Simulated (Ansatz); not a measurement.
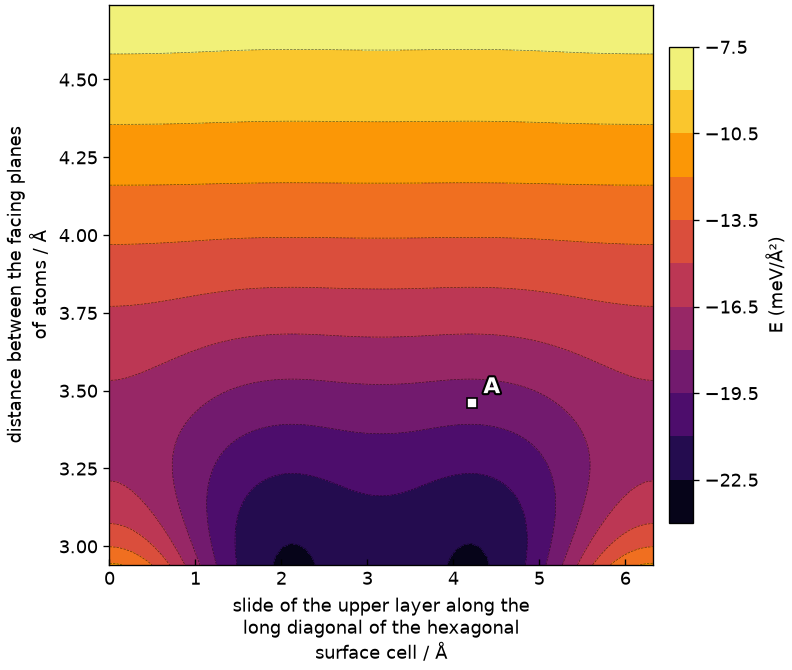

A bilayer of two ZrS₂ sheets (1T type), the upper one turned by 180 degrees about the normal (6 atoms in the cell). The upper layer of a bilayer is slid along a line and lifted, both layers rigid. First axis: slide of the upper layer along the long diagonal of the hexagonal surface cell, from S4 above S3. Second axis: distance between the facing planes of atoms. The scan uses a 9 × 6 grid; 30 points were computed and 24 follow by symmetry. Points are written as (first, second). All energies are given in meV/Å² relative to the two layers apart. Method: Ansatz, DFT PBE+D3(BJ), scalar-relativistic, plane waves, PAW. Settings: cutoff 420 eV, k-mesh 9×9×1, gaussian smearing 0.05 eV, no spin polarisation.

The picture shows filled contours, the point A. Between grid points the surface is interpolated.

Is A at rest? If not, where is it pushed?

Answer. A, at (4.21 Å, 3.46 Å), is not a stationary point. The computed force is nearly zero along the first coordinate and 10 meV/Å² for each Å towards smaller values of the second coordinate.

PAW datasets: the set soft_1.
